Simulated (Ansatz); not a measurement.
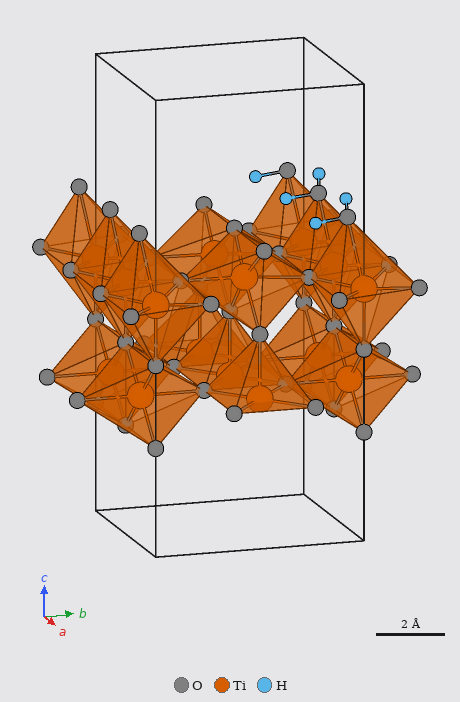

*The structure (polyhedral view of the cell of the calculation, with the vacuum cut short, seen slightly off an axis; polyhedra are completed across the faces of the cell). An atom can appear more than once, as a periodic image.*

**Ti₄H₂O₉: single-point calculation (part 1 of 2)**

Ti₄H₂O₉ (slab, 30 atoms in the cell), computed with DFT PBE+D3(BJ), scalar-relativistic, plane waves, PAW, no spin polarisation (Ansatz 0.2.0).

The structure derives from an entry of the Crystallography Open Database. It belongs to a series of runs on one base structure; here: the slab at its places in the relaxed adsorbed structure. Figures and captions count atoms from 1; the log counts them from 0 in places.

### The program's output
```
Engine: ansatz 0.2.0, aarch64-unknown-linux-gnu
Pseudopotentials: kind: paw
Pseudopotential: O, paw, valence charge 6, recommended cutoff 420 eV (normal), O.paw.azcp
Pseudopotential: Ti, paw, valence charge 12, recommended cutoff 420 eV (normal), Ti.paw.azcp
Pseudopotential: H, paw, valence charge 1, recommended cutoff 420 eV (normal), H.paw.azcp
Functional definition: PBE
  parameter kappa = 0.804
  parameter beta = 0.06672455060314922
  exchange = pbe_x(kappa = kappa, mu = beta*pi^2/3)
  correlation = pbe_c(beta = beta)
Crystal: 30 atoms, lattice volume = 973.739 Å³
Basis set: ecut = 420 eV, 19019 PW (Γ), exchange–correlation on 80×90×360 points (8 copies of the dense FFT grid, shifted against one another)
Bands: 134, of which v1, the nominal top of the filled ones, is band 104 counted from 1 (103 counted from 0)
Symmetry: 1 space group operations
Space group: P1 (ITA 1), of the structure as read, at distance tolerance 9.9e-5 Å
k-points: 5 of 9 (time reversal used)
Non-local potential: O, projectors of the file, l = 0: 2, l = 1: 2, l = 2: 1
Non-local potential: Ti, projectors of the file, l = 0: 3, l = 1: 2, l = 2: 3, l = 3: 1
Non-local potential: H, projectors of the file, l = 0: 2, l = 1: 1
PAW form: soft (Blöchl's): semilocal exchange-correlation on the pseudo side does not see the compensation charge
PAW one-centre angular grid: O, 110 points (default); XC on 64 Gauss nodes
PAW one-centre angular grid: Ti, 590 points (default); XC on 64 Gauss nodes
PAW one-centre angular grid: H, 110 points (default); XC on 64 Gauss nodes
Initial density: superposition of atomic densities (neutral atoms: chi_scale 0, normalization atom), corrected by the library's trained network
Initial wavefunctions: pseudopotential atomic-orbital guess
Functional: x = pbe(κ = 0.804, μ = 0.2195149727645171), c = pbe(β = 0.06672455060314922)
SCF iter   1: F=—  HF=-30309.649714 eV  |F-HF|=—  |Δ(HF+E_count)|=         —  Δρ=3.63e-3  dr2=1.99e-1  ethr=1.77e-3  p=0.276 e·Å  D=5.13e-2 V/Å  ΔV_dip=-1.30 eV  dr2_dipole=1.43e-3  V_vac-E_F(+/−)=4.94/6.24 eV  ⟨swp⟩=6.6  Hψ=2752  notcnv=0  defer=20
efield: sawtooth ramp at fractional position 0.9357 (placed from the atoms, in the widest stretch of the axis that holds none; the zero of the levels goes with the place), width 0.0400; the density the first Hamiltonian is built on has a dipole p = 0.276 e·Å; the dipole correction subtracts the counter field D = 5.13e-2 V/Å, which shifts the + side's vacuum level by -1.30 eV against the − side's; the planar-averaged density in the ramp window peaks in size at 2.0e-6 e/Å³
preconditioner: auto → Resta (q_TF=auto, 2.109 Å⁻¹)  ε∞=3.1  [insulator: Δε(μ)=1.626 eV  Ē_g=9.875 eV  σ=0.050 eV  W_gap=1.00  n_scr=142 (ndim 8)  ℏωp=14.3 eV  f_vac=0.673  D(μ)=0.00/eV (n_scr^D=0)  ε∞_Penn≈3.1  vacuum switching on, ρ_ref=7.1e-3 e/Å³]
SCF iter   2: F=—  HF=-30309.644634 eV  |F-HF|=—  |Δ(HF+E_count)|=   5.08e-3  Δρ=3.59e-3  dr2=1.36e-1  ethr=9.55e-5  p=0.285 e·Å  D=5.30e-2 V/Å  ΔV_dip=-1.34 eV  dr2_dipole=6.94e-3  V_vac-E_F(+/−)=4.95/6.29 eV  ⟨swp⟩=2.0  Hψ=1114  notcnv=0  defer=115
SCF iter   3: F=—  HF=-30309.627622 eV  |F-HF|=—  |Δ(HF+E_count)|=   1.70e-2  Δρ=1.27e-3  dr2=1.83e-2  ethr=6.56e-5  p=0.259 e·Å  D=4.81e-2 V/Å  ΔV_dip=-1.22 eV  dr2_dipole=5.95e-5  V_vac-E_F(+/−)=5.06/6.27 eV  ⟨swp⟩=2.2  Hψ=885  notcnv=0  defer=115
SCF iter   4: F=—  HF=-30309.627151 eV  |F-HF|=—  |Δ(HF+E_count)|=   4.71e-4  Δρ=8.14e-4  dr2=6.79e-3  ethr=8.81e-6  p=0.252 e·Å  D=4.68e-2 V/Å  ΔV_dip=-1.18 eV  dr2_dipole=3.48e-4  V_vac-E_F(+/−)=5.10/6.28 eV  ⟨swp⟩=2.6  Hψ=933  notcnv=0  defer=107
SCF iter   5: F=—  HF=-30309.626759 eV  |F-HF|=—  |Δ(HF+E_count)|=   3.92e-4  Δρ=2.07e-4  dr2=3.94e-4  ethr=3.26e-6  p=0.240 e·Å  D=4.46e-2 V/Å  ΔV_dip=-1.13 eV  dr2_dipole=1.56e-6  V_vac-E_F(+/−)=5.15/6.28 eV  ⟨swp⟩=2.0  Hψ=965  notcnv=0  defer=104
SCF iter   6: F=—  HF=-30309.626851 eV  |F-HF|=—  |Δ(HF+E_count)|=   9.20e-5  Δρ=1.26e-4  dr2=1.39e-4  ethr=1.89e-7  p=0.237 e·Å  D=4.40e-2 V/Å  ΔV_dip=-1.11 eV  dr2_dipole=3.15e-6  V_vac-E_F(+/−)=5.16/6.27 eV  ⟨swp⟩=2.0  Hψ=810  notcnv=0  defer=104
SCF iter   7: F=—  HF=-30309.626872 eV  |F-HF|=—  |Δ(HF+E_count)|=   2.05e-5  Δρ=6.37e-5  dr2=4.32e-5  ethr=6.68e-8  p=0.235 e·Å  D=4.36e-2 V/Å  ΔV_dip=-1.10 eV  dr2_dipole=1.85e-6  V_vac-E_F(+/−)=5.17/6.27 eV  ⟨swp⟩=2.4  Hψ=814  notcnv=0  defer=104
SCF iter   8: F=—  HF=-30309.626450 eV  |F-HF|=—  |Δ(HF+E_count)|=   4.22e-4  Δρ=2.58e-5  dr2=4.03e-6  ethr=2.08e-8  p=0.233 e·Å  D=4.33e-2 V/Å  ΔV_dip=-1.10 eV  dr2_dipole=2.11e-8  V_vac-E_F(+/−)=5.17/6.27 eV  ⟨swp⟩=2.6  Hψ=1076  notcnv=0  defer=104
SCF iter   9: F=—  HF=-30309.626453 eV  |F-HF|=—  |Δ(HF+E_count)|=   3.03e-6  Δρ=1.44e-5  dr2=2.10e-6  ethr=1.94e-9  p=0.233 e·Å  D=4.33e-2 V/Å  ΔV_dip=-1.09 eV  dr2_dipole=6.37e-8  V_vac-E_F(+/−)=5.17/6.27 eV  ⟨swp⟩=3.0  Hψ=981  notcnv=0  defer=104
SCF iter  10: F=—  HF=-30309.626453 eV  |F-HF|=—  |Δ(HF+E_count)|=   5.19e-7  Δρ=7.18e-6  dr2=3.97e-7  ethr=1.01e-9  p=0.233 e·Å  D=4.33e-2 V/Å  ΔV_dip=-1.09 eV  dr2_dipole=7.86e-10  V_vac-E_F(+/−)=5.17/6.27 eV  ⟨swp⟩=2.4  Hψ=856  notcnv=0  defer=104
SCF iter  11: F=-30309.626454 eV  HF=-30309.626453 eV  |F-HF|=9.79e-8  |Δ(HF+E_count)|=   4.03e-7  Δρ=2.52e-6  dr2=4.00e-8  ethr=4.81e-11  p=0.233 e·Å  D=4.33e-2 V/Å  ΔV_dip=-1.09 eV  dr2_dipole=5.45e-10  V_vac-E_F(+/−)=5.17/6.27 eV  ⟨swp⟩=13.6  Hψ=3247  notcnv=0
SCF 1 converged in 11 iterations: F = -30309.626454 eV  dr2 = 4.00e-8
  greatest PAW one-centre occupation: 0.999 electrons in one spin orbital (limit 2), on the Ti atom at site 14 (counted from 0), in its partial waves of l = 0
```

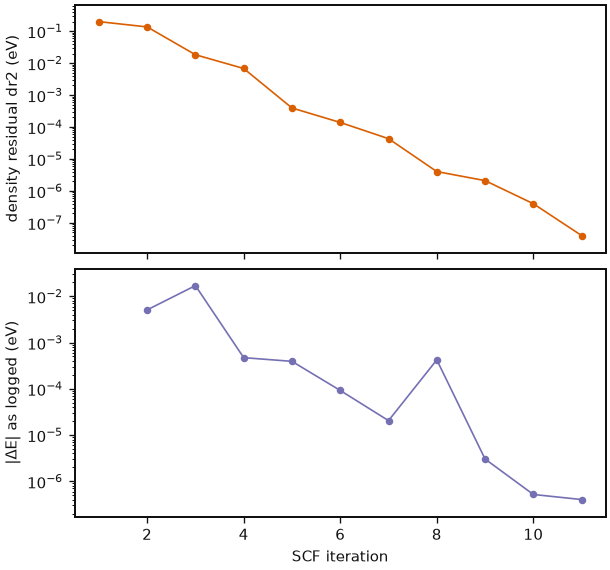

*Convergence of the self-consistent field: density residual dr2 and size of the energy change against the SCF iteration.*

The residual falls at every step.

```
SCF converged after 11 iterations
Free energy (F): -30309.626454 eV
Harris-Foulkes:  -30309.626453 eV  (|F-HF|=9.79e-8)
Internal energy: -30309.626454 eV  (E = F + TS)
E sigma→0 (E₀):  -30309.626454 eV
Fermi energy:    -1.361414 eV
Dipole field:    D = 0.043236 V/Å  (p = 0.232661 e·Å, saw-weighted, corrected)
Work function:   Φ+ = 5.1717 eV   Φ− = 6.2650 eV
Levels:          The Fermi level and band energies are counted from a zero that moves with the ramp; work functions are not
--- Per-component energies (eV) ---
  E_band       = -3883.833607
  E_kinetic    = 5379.076147
  E_local      = -239967.130618  (includes V_loc(G=0)·N_el)
  E_nonlocal   = 893.048766
  E_hartree    = 117254.369107
  E_xc         = -2147.848349
  E_vxc        = -2721.627718  (∫ρ·V_xc dr)
  E_paw        = -11207.150873  (= ΣΔE_a)
  E_vpaw       = -1978.862094  (= ΣTr[D̂ρ^β])
  E_aug_tail   = 0.040608  (compensation charges beyond the density's cutoff)
  E_efield     = 0.005030  (sawtooth field / dipole correction)
  E_vefield    = 2.886495  (∫n·V_field dr)
  E_ewald      = 99490.518085
  E_disp       = -4.554355  (pairwise vdW)
  E_smearing   = -0.000000  (= −TS)
  E_closure    = 0.000000  (closes the sum)
  Σ components = -30309.626454   (vs F -30309.626454, Δ=0.00e0)
--- Forces (eV/Å), atoms counted from 1 ---
  atom   1  O      0.00074995     0.00801141     2.24652496
  atom   2  O      0.00097743     0.00692847     2.24878631
  atom   3  Ti    -0.00229536     0.02148370     3.97415402
  atom   4  Ti     0.00521796     0.01917467     3.95809905
  atom   5  Ti    -0.02253200    -0.02534843    -4.53747811
  atom   6  Ti     0.02813271    -0.02732215    -4.53725501
  atom   7  O      0.00141275     1.35400923    -0.86434753
  atom   8  O     -0.00547012     1.35508788    -0.86285555
  atom   9  O      0.00305516    -1.36343482    -0.87212455
  atom  10  O     -0.00479856    -1.36480619    -0.87338833
  atom  11  O      0.00904456     0.21497923     1.72308300
  atom  12  O     -0.00135897     0.22621612     1.69462402
  atom  13  O      0.00584020    -0.20626689    -1.64626505
  atom  14  O     -0.01226554    -0.22282563    -1.65700637
  atom  15  Ti    -0.00371962     0.00466400    -0.03243100
  atom  16  Ti    -0.00051254     0.00426894    -0.03618541
  atom  17  Ti    -0.06900473    -0.01282846     0.04423546
  atom  18  Ti     0.06917324     0.00239737     0.00034319
  atom  19  O      0.00346553     0.01102808    -0.00034372
  atom  20  O      0.00119003     0.00250423     0.00785540
  atom  21  O      0.00525421    -0.01000847     0.00419250
  atom  22  O     -0.00300858    -0.01253151    -0.00263085
  atom  23  O     -0.00407717     0.02657248    -0.06148521
  atom  24  O     -0.02909004    -0.00802692     0.06704837
  atom  25  O      0.02343803     0.05628938     0.04525568
  atom  26  O     -0.03362319     0.05133662     0.01670190
  atom  27  H     -0.00617611     0.00192477     0.00177703
  atom  28  H      0.02875711    -0.07627049    -0.04669461
  atom  29  H      0.00908092    -0.02624383     0.00132888
  atom  30  H      0.00313281    -0.01093359    -0.00349019
  max |Σ_I F_I| component: 2.92e-5 eV/Å
--- Band table (eV; the first three rows and the last of 5) ---
  k-point 0: bands = ["-59.5533", "-59.5123", "-59.0911", "-59.0484", "-58.7570", "-58.7123", "-58.4209", "-58.3797", "-36.0727", "-35.7975", "-35.7945", "-35.7610", "-35.6840", "-35.6474", "-35.6221", "-35.3913", "-35.3633", "-35.3326", "-35.3091", "-35.2597", "-35.1861", "-35.0332", "-35.0004", "-34.9889", "-34.9124", "-34.9074", "-34.8338", "-34.7621", "-34.7344", "-34.6784", "-34.5748", "-34.4536", "-22.4603", "-22.0806", "-20.2779", "-19.9293", "-19.4380", "-19.3980", "-19.2489", "-19.2023", "-19.1169", "-19.1098", "-18.9332", "-18.8933", "-18.7624", "-18.6252", "-18.3064", "-18.2922", "-17.3004", "-17.1819", "-10.2808", "-9.9206", "-7.9831", "-7.7358", "-7.5635", "-6.9897", "-6.9113", "-6.7865", "-6.6829", "-6.6414", "-6.6318", "-6.6163", "-6.5054", "-6.4296", "-6.3721", "-6.2955", "-6.1426", "-6.1186", "-6.0824", "-5.8407", "-5.6526", "-5.5862", "-5.4362", "-5.4246", "-5.2668", "-5.2499", "-4.9858", "-4.9663", "-4.8255", "-4.7749", "-4.6888", "-4.5673", "-4.4074", "-4.3561", "-4.0425", "-4.0326", "-4.0196", "-3.9670", "-3.9219", "-3.8779", "-3.8222", "-3.8008", "-3.7217", "-3.4382", "-3.3154", "-3.1752", "-3.0971", "-2.9548", "-2.9127", "-2.8417", "-2.7470", "-2.6157", "-2.2583", "-2.1547", "-0.5681", "-0.3901", "-0.1761", "0.0219", "0.4260", "0.4424", "0.4661", "0.5372", "0.5751", "0.6639", "0.7031", "0.7206", "0.7646", "0.9388", "0.9533", "0.9981", "1.1251", "1.1668", "1.1725", "1.2885", "1.2931", "1.5679", "1.6875", "1.8819", "2.0371", "2.3233", "2.5759", "2.7711", "2.9974", "3.3988"]
```
